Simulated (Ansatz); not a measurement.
## PbS: single-point calculation

PbS (F-43m, 2 atoms in the cell), computed with DFT, r2SCAN, plane waves, PAW, no spin polarisation (Ansatz 0.2.0).

The structure was built on a prototype by a generator. The geometry comes from this level: r2SCAN. It belongs to a series of runs on one base structure; here: kpoints.mp_grid.shift = [0, 0, 0.5].

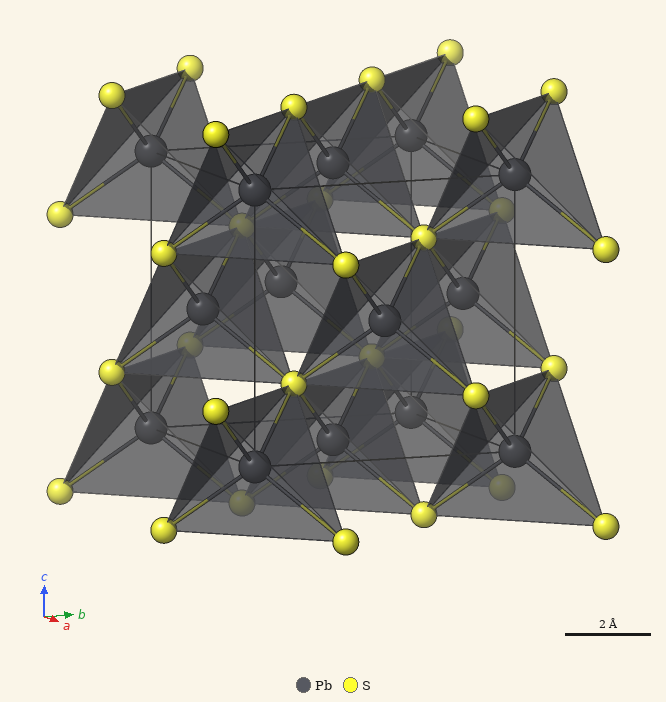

**Figure 1.** The input geometry (polyhedral view of the cell 4 times as large as that of the calculation, set on its symmetry axes, seen slightly off an axis; polyhedra are completed across the faces of the cell).

**Key numbers**

| quantity | value |
| --- | --- |
| outcome | converged |
| space group (tolerance 0.01 Å) | F-43m (216) |
| electrons treated | 20 |
| free energy | −12827.5043 eV |
| Fermi energy | 4.390 eV |
| gap on the k-point mesh | 1.50 eV |
| pressure | −0.01 GPa |
| largest force (length of the vector) | 0.010 eV/Å |
| hardware | 4 threads of Intel Xeon @ 2.50GHz (Skylake/Cascade Lake), 189 GiB of memory available, shared host |
| wall time | 6.7 s (CPU time 9.4 s) |
| peak memory | 0.54 GiB |

**Notes**

Settings chosen away from the usual ones: kpoints.mp_grid.shift = [0, 0, 0.5]. Warnings of the run: the k-point mesh lowers the symmetry that the run can use. Spin–orbit coupling is left out, which matters for Pb.

**Input file**
```yaml
crystal:
  lattice:
    - [0.0, 3.3009774971, 3.3009774971]
    - [3.3009774971, 0.0, 3.3009774971]
    - [3.3009774971, 3.3009774971, 0.0]
  atoms:
    - { symbol: Pb, position: [0.0, 0.0, 0.0] }
    - { symbol: S, position: [0.25, 0.25, 0.25] }
kpoints:
  mp_grid: { grid: [4, 4, 4], shift: [0, 0, 0.5] }
hamiltonian:
  xc: r2scan
scf:
  occupations: { method: fixed }
  n_extra_bands: 4
output:
  forces: true
  stress: true
  eigenvalues: true
```

Launched with:
```bash
ansatz run input.yaml --threads 4 --pin off --max-ram 3686MiB --backend cpu --events-out ev --progress --plain --runs-dir out
```

**Log**
```
Warning: crystal.symmetry: narrowed to the stabiliser of the k-point mesh — unitary ops 24 → 6; excluded 18 operations that carry a point of the 4×4×4 mesh (shift [0, 0, 0.5]) off the mesh (the run samples exactly the mesh kpoints.mp_grid names, as under crystal.symmetry.detect: false, and its converged state has the mesh's symmetry, not the crystal's; ε∞, the Born charges and the force constants of a linear response (`dielectric:` by the response, `phonons.method: dfpt`) are averaged over those of the crystal's operations that the state keeps within a tolerance, where `mesh_tensors`, `unaveraged_element` or `gamma_mean_max_change_ev_ang2` stands beside them; a row that `dielectric.field_direction` solves alone is averaged likewise, with nothing beside; a Γ-centred mesh of equal divisions is mapped onto itself by every operation and keeps the whole group, as does a half-shifted one under kpoints.further_shifts: images)
scf.n_extra_bands = 4 over 10 filled bands (N_el = 20.0): the run solves 14 bands
Engine: ansatz 0.2.0, x86_64-unknown-linux-gnu
Pseudopotentials: kind: paw
Pseudopotential: Pb, paw, valence charge 14, recommended cutoff 500 eV (meta_gga), Pb.paw.azcp
Pseudopotential: S, paw, valence charge 6, recommended cutoff 500 eV (meta_gga), S.paw.azcp
Functional definition: r2SCAN
  parameter k0 = 0.174
  parameter k1 = 0.065
  parameter a1 = 4.9479
  exchange = r2scan_x(k0 = k0, k1 = k1, a1 = a1)
  correlation = r2scan_c
Crystal: 2 atoms, lattice volume = 71.938 Å³
Basis set: ecut = 500 eV, 1837 PW (Γ), exchange–correlation on 144×144×144 points (64 copies of the dense FFT grid, shifted against one another)
Bands: 14, of which v1, the nominal top of the filled ones, is band 10 counted from 1 (9 counted from 0)
Symmetry: 6 space group operations
k-points: 10 of 64 (time reversal used)
Non-local potential: Pb, projectors of the file, l = 0: 2, l = 1: 2, l = 2: 2, l = 3: 2
Non-local potential: S, projectors of the file, l = 0: 2, l = 1: 2, l = 2: 2
PAW form: soft (Blöchl's): semilocal exchange-correlation on the pseudo side does not see the compensation charge
PAW frozen core: Pb, regenerated for the run's functional (the file was generated under x = pbe(κ = 0.804, μ = 0.2195149727645171), c = pbe(β = 0.06672455060314922))
PAW frozen core: S, regenerated for the run's functional (the file was generated under x = pbe(κ = 0.804, μ = 0.2195149727645171), c = pbe(β = 0.06672455060314922))
PAW one-centre angular grid: Pb, 590 points (default); XC on 160 Gauss nodes
PAW one-centre angular grid: S, 302 points (default); XC on 160 Gauss nodes
Initial density: superposition of atomic densities (neutral atoms: chi_scale 0, normalization atom), corrected by the library's trained network
Initial wavefunctions: pseudopotential atomic-orbital guess
Functional: x = r2scan, c = r2scan; τ floored in thin density (d = 2e-4 eV/Å³)
SCF iter   1: F=—  HF=-12827.502146 eV  |F-HF|=—  |Δ(HF+E_count)|=         —  Δρ=5.43e-3  dr2=2.00e-2  dr2_τ=3.74e-3  ethr=1.77e-3  ⟨swp⟩=4.8  Hψ=718  notcnv=0  defer=12
preconditioner: auto → none  [insulator: Δε(μ)=1.547 eV  Ē_g=15.657 eV  n_scr=14 (ndim 8)  ℏωp=19.6 eV  f_vac=0.122  ε∞_Penn≈2.6]
SCF iter   2: F=—  HF=-12827.504202 eV  |F-HF|=—  |Δ(HF+E_count)|=   2.06e-3  Δρ=1.95e-3  dr2=1.86e-3  dr2_τ=2.00e-4  ethr=9.99e-5  ⟨swp⟩=2.1  Hψ=343  notcnv=0  defer=18
SCF iter   3: F=—  HF=-12827.504286 eV  |F-HF|=—  |Δ(HF+E_count)|=   8.39e-5  Δρ=7.25e-4  dr2=4.80e-4  dr2_τ=2.83e-5  ethr=9.30e-6  ⟨swp⟩=2.7  Hψ=241  notcnv=0  defer=18
SCF iter   4: F=—  HF=-12827.504273 eV  |F-HF|=—  |Δ(HF+E_count)|=   1.33e-5  Δρ=2.48e-4  dr2=5.67e-5  dr2_τ=4.32e-6  ethr=2.40e-6  ⟨swp⟩=2.0  Hψ=201  notcnv=0  defer=19
SCF iter   5: F=—  HF=-12827.504262 eV  |F-HF|=—  |Δ(HF+E_count)|=   1.08e-5  Δρ=4.91e-5  dr2=7.77e-7  dr2_τ=2.87e-8  ethr=2.83e-7  ⟨swp⟩=2.7  Hψ=217  notcnv=0  defer=10
SCF iter   6: F=-12827.504263 eV  HF=-12827.504263 eV  |F-HF|=6.09e-8  |Δ(HF+E_count)|=   7.52e-7  Δρ=8.31e-6  dr2=9.87e-8  dr2_τ=5.42e-9  ethr=5.00e-10  ⟨swp⟩=9.1  Hψ=906  notcnv=0
SCF 1 converged in 6 iterations: F = -12827.504263 eV  dr2 = 9.87e-8
  greatest PAW one-centre occupation: 0.979 electrons in one spin orbital (limit 2), on the Pb atom at site 0 (counted from 0), in its partial waves of l = 2
SCF converged after 6 iterations
Free energy (F): -12827.504263 eV
Harris-Foulkes:  -12827.504263 eV  (|F-HF|=6.09e-8)
Internal energy: -12827.504263 eV  (E = F + TS)
E sigma→0 (E₀):  -12827.504263 eV
Fermi energy:    4.389954 eV
--- Per-component energies (eV) ---
  E_band       = -133.991576
  E_kinetic    = 391.809874
  E_local      = -1567.088113  (includes V_loc(G=0)·N_el)
  E_nonlocal   = 378.917898
  E_hartree    = 614.869392
  E_xc         = -299.845135
  E_vxc        = -239.484476  (∫ρ·V_xc dr)
  E_paw        = -11040.083348  (= ΣΔE_a)
  E_vpaw       = -343.205818  (= ΣTr[D̂ρ^β])
  E_aug_tail   = 0.000020  (compensation charges beyond the density's cutoff)
  E_vtau       = 15.315891  (kinetic-family band-sum trace: ∫τ·v_τ [+ j·A + Jᵃ·Aᵃ] dr)
  E_ewald      = -1306.940586
  E_core_change = 0.855736  (= ΣΔE_core)
  E_smearing   = -0.000000  (= −TS)
  E_closure    = 0.000000  (closes the sum)
  Σ components = -12827.504263   (vs F -12827.504263, Δ=0.00e0)
--- Forces (eV/Å), atoms counted from 1 ---
  atom   1  Pb     0.00568742     0.00568742    -0.00568742
  atom   2  S     -0.00568910    -0.00568910     0.00568910
  max |Σ_I F_I| component: 1.68e-6 eV/Å
--- Stress (GPa, compression-positive) ---
       -0.013517       0.030833      -0.030833
        0.030833      -0.013517      -0.030833
       -0.030833      -0.030833      -0.013517
  P = ⅓ Tr σ = -0.0135 GPa (-0.135 kbar)
--- Band table (eV; the first three rows and the last of 10) ---
  k-point 0: bands = ["-12.6891", "-12.6817", "-12.6817", "-12.6454", "-12.6454", "-8.5084", "-1.7033", "2.6686", "2.6686", "2.8313", "7.1524", "7.4916", "7.4916", "10.7961"]
  k-point 1: bands = ["-12.7137", "-12.6741", "-12.6741", "-12.6421", "-12.6421", "-7.9860", "-3.0308", "2.3077", "2.3077", "2.7250", "8.0059", "8.0059", "8.0080", "11.7886"]
  k-point 2: bands = ["-12.7037", "-12.6759", "-12.6750", "-12.6474", "-12.6425", "-8.2855", "-2.3126", "2.2541", "2.3080", "3.3525", "6.6415", "8.0332", "8.0892", "11.6014"]
  k-point 9: bands = ["-12.7322", "-12.6666", "-12.6587", "-12.6488", "-12.6399", "-7.5994", "-3.6258", "1.1701", "1.6200", "4.3900", "6.8796", "8.3088", "9.7232", "10.8889"]
```

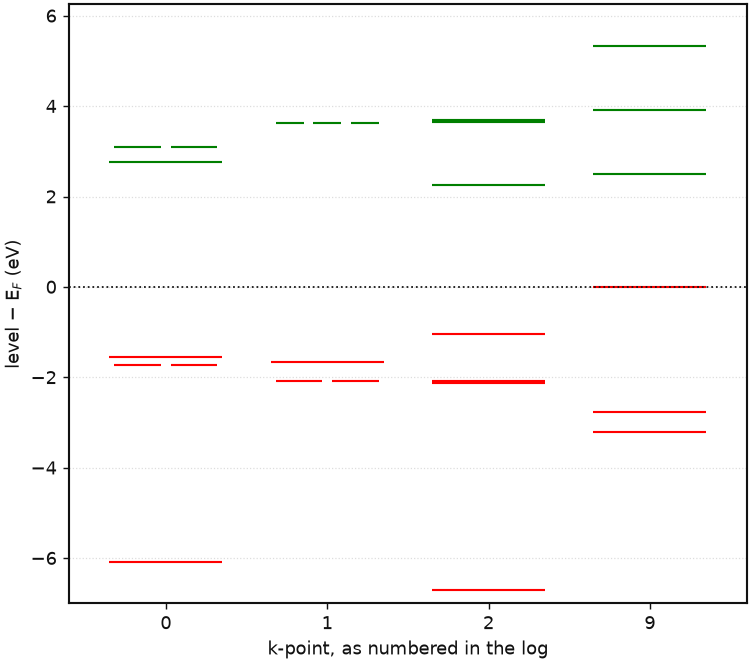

**Figure 2.** Kohn–Sham levels near the Fermi level (dotted) at the few k-points that the log prints; levels within 0.02 eV of each other stand side by side. Among these points the highest filled and lowest empty levels are 2.25 eV apart; the gap on the full mesh, 1.50 eV, has an edge at a point that isn't printed.
